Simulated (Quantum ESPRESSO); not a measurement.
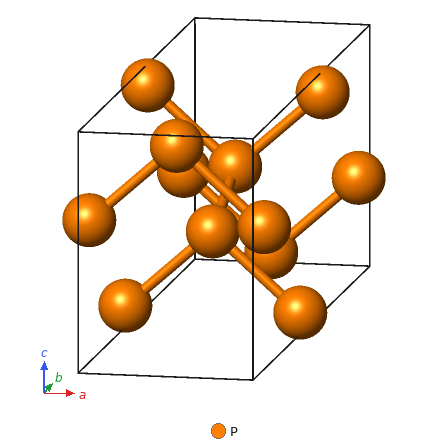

System: P, space group Cmce (No. 64). The picture shows the conventional cell.

Input file:
```
&CONTROL
  calculation = 'scf'
  prefix = 'pwscf'
  outdir = './tmp'
  pseudo_dir = './pseudo'
  tprnfor = .true.
  tstress = .true.
  disk_io = 'nowf'
/
&SYSTEM
  ibrav = 0
  nat = 4
  ntyp = 1
  ecutwfc = 44
  nbnd = 16
  occupations = 'smearing'
  smearing = 'fd'
  degauss = 0.00367493
/
&ELECTRONS
  conv_thr = 8d-10
  electron_maxstep = 120
  mixing_beta = 0.5
/
ATOMIC_SPECIES
P     30.9738 P.upf
CELL_PARAMETERS angstrom
   1.6477431241   -5.4650377251    0.0000000000
   1.6477431241    5.4650377251    0.0000000000
   0.0000000000    0.0000000000    4.5436355900
ATOMIC_POSITIONS crystal
P      0.9041431300    0.0958568700    0.5888151700
P      0.0958568700    0.9041431300    0.4111848300
P      0.5958568700    0.4041431300    0.0888151700
P      0.4041431300    0.5958568700    0.9111848300
K_POINTS automatic
8 8 6 0 0 0
```

Run as:
```bash
OMP_NUM_THREADS=1 pw.x -in pw.in > pw.out
```

Method: plane-wave DFT, no spin polarisation; energies at scaled volumes of the given cell, shape and fractions fixed, counted from the fit's minimum, third-order Birch-Murnaghan fit (Quantum ESPRESSO 7.5). Level: PBE.

| setting | value |
| --- | --- |
| k mesh | 8×8×6 |
| occupations | Fermi–Dirac |
| smearing width | 0.05 eV |
| potentials | Ansatz NC SR PBE |
| wave cutoff | 598.6 eV |
| density cutoff | 2395 eV |

Predict the energy against volume. The volume takes the values 19.23, 19.64, 20.05, 20.46, 20.87, 21.28, 21.69 Å³/atom.

A third-order Birch–Murnaghan fit gives V0 = 21.04 Å³/atom, B0 = 69 GPa and B′ = 4.3. The energy is 39.11 meV/atom at volume 19.23 Å³/atom and 4.10 meV/atom at 21.69 Å³/atom; the lowest computed point is at volume 20.87 Å³/atom (0.29 meV/atom).

```json
{"volume (Å³/atom)": "19.23", "energy (meV/atom)": "39.11"}
{"volume (Å³/atom)": "19.64", "energy (meV/atom)": "22.53"}
{"volume (Å³/atom)": "20.05", "energy (meV/atom)": "10.86"}
{"volume (Å³/atom)": "20.46", "energy (meV/atom)": "3.59"}
{"volume (Å³/atom)": "20.87", "energy (meV/atom)": "0.29"}
{"volume (Å³/atom)": "21.28", "energy (meV/atom)": "0.58"}
{"volume (Å³/atom)": "21.69", "energy (meV/atom)": "4.10"}
```

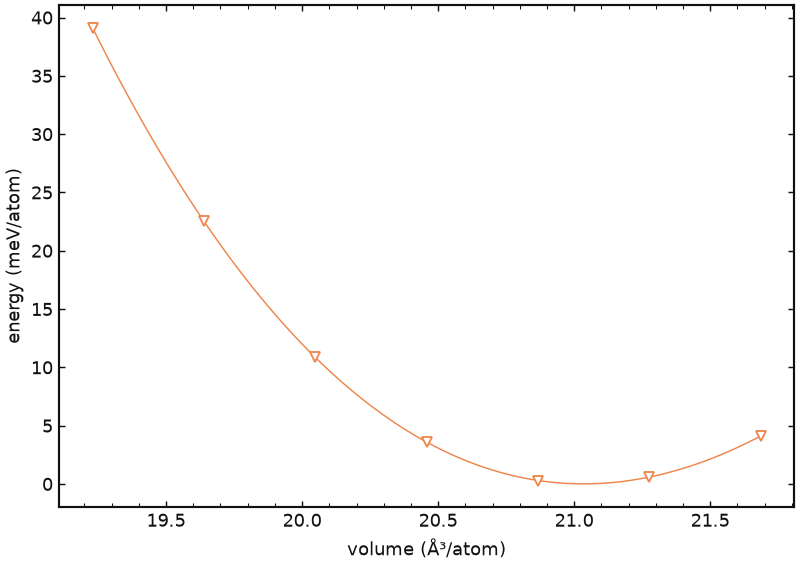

Caveats: shape and atomic fractions are frozen while scaling, which makes layered, chain and framework solids too stiff.
